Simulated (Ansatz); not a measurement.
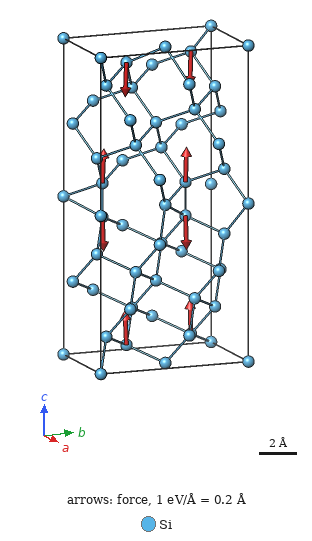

Starting geometry of an interface cell of composition Si with the computed forces as red arrows. Style: ball-and-stick. Shown: the cell of the calculation, slightly off an axis.

Case: symmetric tilt boundary Sigma 5 (3 1 0), mirror on a plane, shift [0, 0].

These are results of Ansatz 0.2.0, DFT PBE, scalar-relativistic, plane waves, PAW, not measurements.

Input
```yaml
crystal:
  lattice:
    - [5.4696767048, 0.0, 0.0]
    - [0.0, 8.6483182259, 0.0]
    - [0.0, 0.0, 17.5966364519]
  atoms:
    - { symbol: Si, position: [0.75, 0.1, 0.0982951287] }
    - { symbol: Si, position: [0.75, 0.7, 0.1965902575] }
    - { symbol: Si, position: [0.5, 0.5, 0.2457378218] }
    - { symbol: Si, position: [0.25, 0.4, 0.1474426931] }
    - { symbol: Si, position: [0.25, 0.2, 0.4423280793] }
    - { symbol: Si, position: [0.0, 0.2, 0.1965902575] }
    - { symbol: Si, position: [0.0, 0.8, 0.2948853862] }
    - { symbol: Si, position: [0.25, 0.8, 0.0491475644] }
    - { symbol: Si, position: [0.25, 0.0, 0.2457378218] }
    - { symbol: Si, position: [0.25, 0.6, 0.3440329505] }
    - { symbol: Si, position: [0.0, 0.0, 0.0] }
    - { symbol: Si, position: [0.0, 0.6, 0.0982951287] }
    - { symbol: Si, position: [0.0, 0.4, 0.3931805149] }
    - { symbol: Si, position: [0.75, 0.5, 0.0] }
    - { symbol: Si, position: [0.75, 0.3, 0.2948853862] }
    - { symbol: Si, position: [0.75, 0.9, 0.3931805149] }
    - { symbol: Si, position: [0.5, 0.3, 0.0491475644] }
    - { symbol: Si, position: [0.5, 0.9, 0.1474426931] }
    - { symbol: Si, position: [0.5, 0.1, 0.3440329505] }
    - { symbol: Si, position: [0.5, 0.7, 0.4423280793] }
    - { symbol: Si, position: [0.75, 0.1, 0.8931805149] }
    - { symbol: Si, position: [0.75, 0.7, 0.7948853862] }
    - { symbol: Si, position: [0.5, 0.5, 0.7457378218] }
    - { symbol: Si, position: [0.25, 0.4, 0.8440329505] }
    - { symbol: Si, position: [0.25, 0.2, 0.5491475644] }
    - { symbol: Si, position: [0.0, 0.2, 0.7948853862] }
    - { symbol: Si, position: [0.0, 0.8, 0.6965902575] }
    - { symbol: Si, position: [0.25, 0.8, 0.9423280793] }
    - { symbol: Si, position: [0.25, 0.0, 0.7457378218] }
    - { symbol: Si, position: [0.25, 0.6, 0.6474426931] }
    - { symbol: Si, position: [0.0, 0.6, 0.8931805149] }
    - { symbol: Si, position: [0.0, 0.4, 0.5982951287] }
    - { symbol: Si, position: [0.75, 0.3, 0.6965902575] }
    - { symbol: Si, position: [0.75, 0.9, 0.5982951287] }
    - { symbol: Si, position: [0.5, 0.3, 0.9423280793] }
    - { symbol: Si, position: [0.5, 0.9, 0.8440329505] }
    - { symbol: Si, position: [0.5, 0.1, 0.6474426931] }
    - { symbol: Si, position: [0.5, 0.7, 0.5491475644] }
    - { symbol: Si, position: [0.0, 0.0, 0.5] }
    - { symbol: Si, position: [0.75, 0.5, 0.5] }
basis:
  ecutwfc: 420
kpoints:
  mp_grid: { grid: [6, 4, 2] }
hamiltonian:
  xc: pbe
scf:
  occupations: { method: gaussian, width: 0.05 }
output:
  forces: true
  stress: true
  eigenvalues: true
  populations: true
relax:
  adjacent_minimum: "off"
  f_tol: 0.02
  max_steps: 60
  cell: { fix: [a, b, alpha, beta, gamma], stress_tol: 0.1 }
```

Launched with:
```bash
ansatz run input.yaml --threads 4 --pin off --max-ram 12288MiB --backend cpu --events-out ev --progress --plain --runs-dir out
```

What follows when this structure is relaxed?

It isn't relaxed: the largest force vector, on Si atoms, is 9.82 eV/Å. The final displacements have little in common with the starting forces (cosine between the two patterns 0.01). The largest moves relative to the cell, 1.08 Å, are those of Si5, Si20, Si28 and Si35. Si5 goes along [3 2 0]. The drawn cell changes as follows: a unchanged at 5.470 Å, b unchanged at 8.648 Å, c 17.597 → 17.437 Å (−0.9 %); the volume changes by −0.9 %. Near-neighbour distances that change, for instance: Si11–Si35 3.904 → 2.451 Å, Si11–Si28 2.427 → 3.723 Å, Si17–Si35 1.880 → 2.337 Å, Si11–Si21 2.480 → 2.367 Å. Bond angles that change, for instance: Si20–Si38–Si40 68.6° → 105.7°, Si10–Si20–Si38 136.9° → 115.7°, Si8–Si11–Si21 148.2° → 128.2°. The energy falls by 13.635 eV per cell of the calculation in 10 accepted moves (11 points after the start). Largest force component: 9.8 eV/Å at the start, 0.013 eV/Å at the end. Pressure: 4.04 GPa at the start and −0.24 GPa at the end. The SCF was repeated once at an unchanged geometry on a basis and grid sized afresh for the cell, which shifted the energy by 0.9 meV per cell of the calculation at most.
